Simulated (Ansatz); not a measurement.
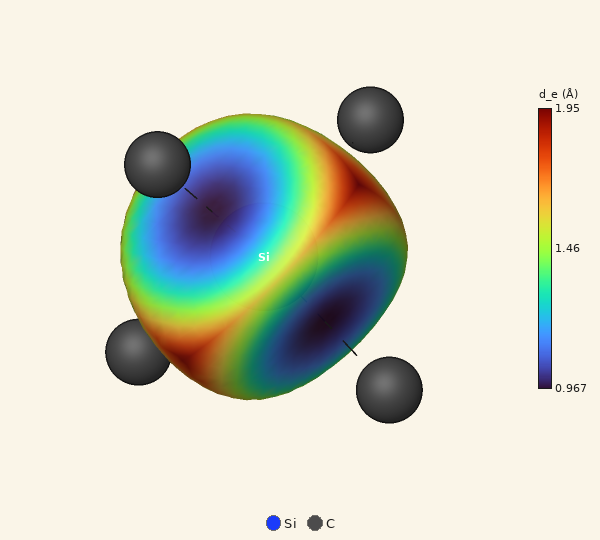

Hirshfeld surface computed for one Si atom in SiC (F-43m, No. 216), coloured by d_e. Dashed lines lead to the closest neighbours outside.

The surface is where the fragment's share of the procrystal density (the sum of the densities of spherically averaged neutral Hartree-Fock atoms) equals one half. d_i and d_e are the distances from the surface to the nearest nucleus inside and outside.

Source of the atomic positions: the end point of a relaxation with DFT, r2SCAN+rVV10, plane waves, PAW in Ansatz 0.2.0; the starting structure was generated, so it need not be a known form of this composition.

```cif
data_structure
_symmetry_space_group_name_H-M 'F-43m'
_symmetry_Int_Tables_number 216
_cell_length_a 4.3522
_cell_length_b 4.3522
_cell_length_c 4.3522
_cell_angle_alpha 90.000
_cell_angle_beta 90.000
_cell_angle_gamma 90.000
_cell_volume 82.44
loop_
_atom_site_label
_atom_site_type_symbol
_atom_site_symmetry_multiplicity
_atom_site_Wyckoff_symbol
_atom_site_fract_x
_atom_site_fract_y
_atom_site_fract_z
_atom_site_occupancy
Si1 Si 4 a 0.00000 0.00000 0.00000 1
C1 C 4 d 0.25000 0.25000 0.75000 1
```

Question: What is the shortest distance from the fragment to an atom outside it?

Answer: Si–C, 1.88 Å.

Question: How is the surface shared among contacts (nearest atom inside ··· nearest atom outside)?

Answer: Si···C 100 %. The surface faces 4 neighbours with more than 2 % of its area each: 4 C.

Question: Give the size and shape of the surface.

Answer: It encloses about 7.4 Å³, has an area of about 20 Å² and a globularity of 0.91 (1 for a sphere).
